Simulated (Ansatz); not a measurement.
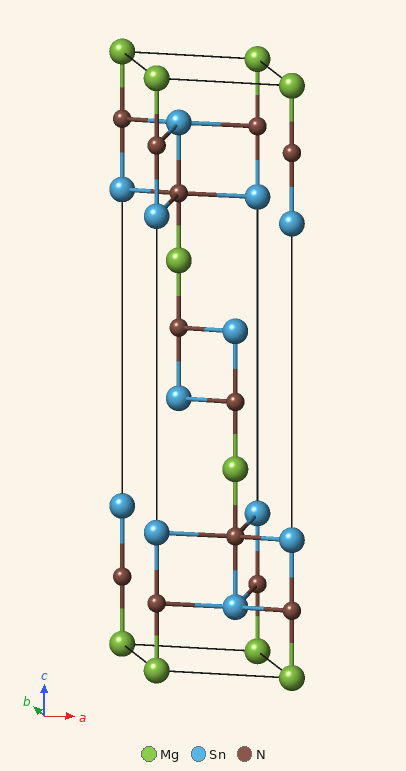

This ball-and-stick model is shown slightly off an axis. The lines enclose the conventional unit cell; boundary atoms appear with their images. Cell: a = 4.18 Å, b = 4.18 Å, c = 17.96 Å, α = 90.00°, β = 90.00°, γ = 120.00°.

The model was built from a random cell made by a generator, so it need not be a real form of the compound. Earlier steps of the study may have refined or changed the cell and positions. A calculation with Ansatz used it as input.

Question: Explain the picture.

Answer: Its composition is MgSn₂N₂. The structure has R-3m (No. 166) symmetry and a rhombohedral (trigonal R) lattice. In the cell are 3 Mg, 6 Sn, 6 N, which makes 3 formula units. Mg bonds to two N in a linear arrangement at about 2.0 Å. Sn bonds to four N at about 2.1 to 2.4 Å. N is coordinated by four Sn and one Mg in a distorted trigonal bipyramidal arrangement (about 2.1 to 2.4 Å to Sn, 2.0 Å to Mg). The bonds build a three-dimensional framework.

Setup: Ansatz, DFT PBE, scalar-relativistic, plane waves, PAW; an energy cutoff of 420 eV, k-points about 0.15 Å⁻¹ apart, Gaussian smearing of 0.02 eV, no spin polarisation.

Question: What is the electronic character?

Answer: A semiconductor at this level, with a gap of 0.74 eV, indirect.

Question: What charge does Bader's analysis assign to each element?

Answer: Mg +1.63 e; Sn +0.84 e; N -1.65 e.

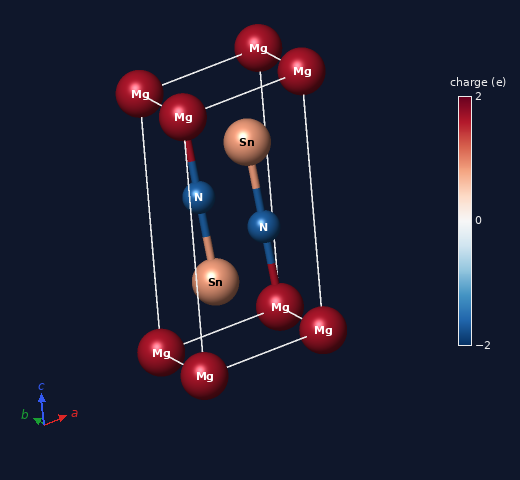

The atoms coloured by those charges. The run's cell of 5 atoms is drawn in a reduced setting, so axes and origin can differ from the first picture.

Question: Is this an equilibrium geometry for the method given?

Answer: Yes. All forces vanish to within 0.01 eV/Å. The pressure is 0.0 GPa, close to zero.
